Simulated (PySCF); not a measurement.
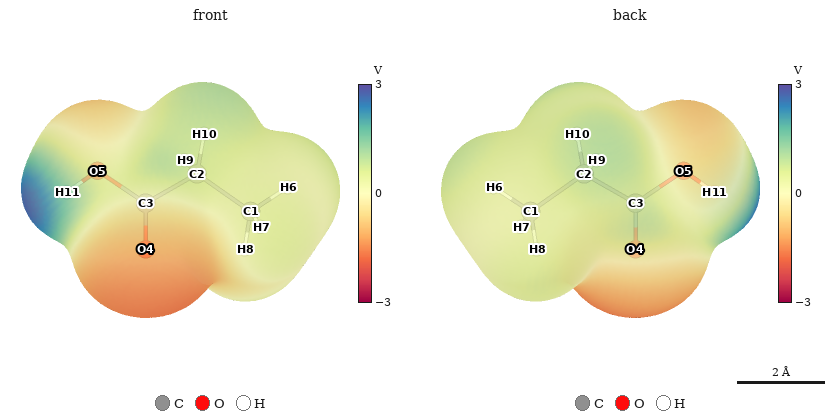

C3H6O2 (Propanoic Acid). The electrostatic potential painted on the density surface at 0.002 e/bohr³, seen from the front and from behind; red is negative and blue positive.

Geometry: PBE0-D3(BJ)/def2-TZVP.

These are results of PySCF 2.14.0, PBE0/pcSseg-2, SCF density, gas phase, non-relativistic, not measurements.

```json
{"atom": "C", "x (Å)": "-1.3227", "y (Å)": "0.1971", "z (Å)": "0.7863"}
{"atom": "C", "x (Å)": "-0.0367", "y (Å)": "-0.5266", "z (Å)": "0.4485"}
{"atom": "C", "x (Å)": "0.8755", "y (Å)": "0.2767", "z (Å)": "-0.4323"}
{"atom": "O", "x (Å)": "0.7083", "y (Å)": "1.4171", "z (Å)": "-0.7682"}
{"atom": "O", "x (Å)": "1.9512", "y (Å)": "-0.4372", "z (Å)": "-0.8141"}
{"atom": "H", "x (Å)": "-1.9127", "y (Å)": "-0.3837", "z (Å)": "1.4971"}
{"atom": "H", "x (Å)": "-1.1155", "y (Å)": "1.1742", "z (Å)": "1.2238"}
{"atom": "H", "x (Å)": "-1.9271", "y (Å)": "0.3614", "z (Å)": "-0.1070"}
{"atom": "H", "x (Å)": "-0.2219", "y (Å)": "-1.4823", "z (Å)": "-0.0503"}
{"atom": "H", "x (Å)": "0.5323", "y (Å)": "-0.7759", "z (Å)": "1.3506"}
{"atom": "H", "x (Å)": "2.4908", "y (Å)": "0.1507", "z (Å)": "-1.3609"}
```

**Where is the surface potential most negative and most positive?**

The most negative region (about −1.6 V) lies over O4, the most positive (about +2.7 V) over H11. O4 is the likeliest acceptor of a hydrogen bond.
